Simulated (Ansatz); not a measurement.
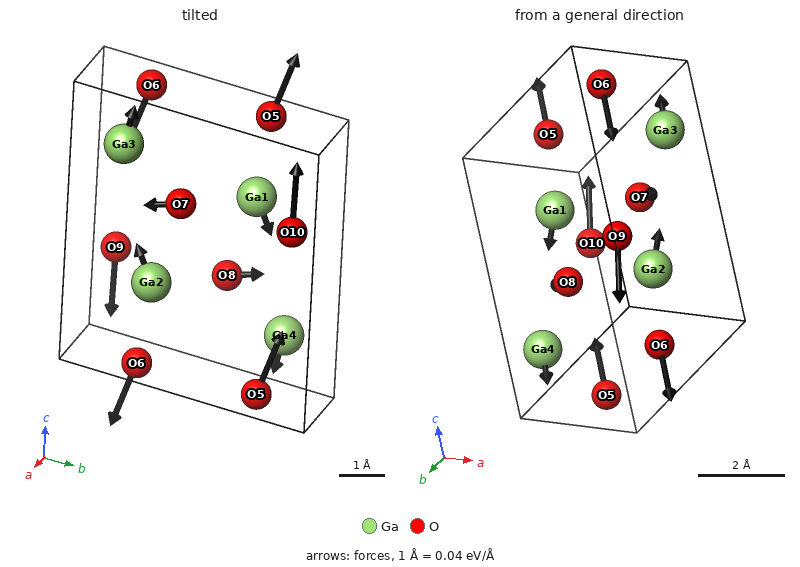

An orthographic spheres-only view of the structure, slightly off an axis and from a general direction. Lines trace the edges of the cell (the run's own, in a reduced setting). The arrows are the computed forces on the atoms.

System: Ga2O3. Setup: DFT, HSE06, plane waves, PAW (Ansatz); plane-wave cutoff 420 eV, k-points about 0.36 Å⁻¹ apart, no spin polarisation.

Question: Is this an equilibrium geometry?

Answer: No. The atoms still feel forces of up to about 0.054 eV/Å, above a usual threshold of 0.01 to 0.03 eV/Å.

The model was built from a structure listed in the Materials Project. The cell was then strained or its atoms displaced on purpose. It went into a calculation with Ansatz.
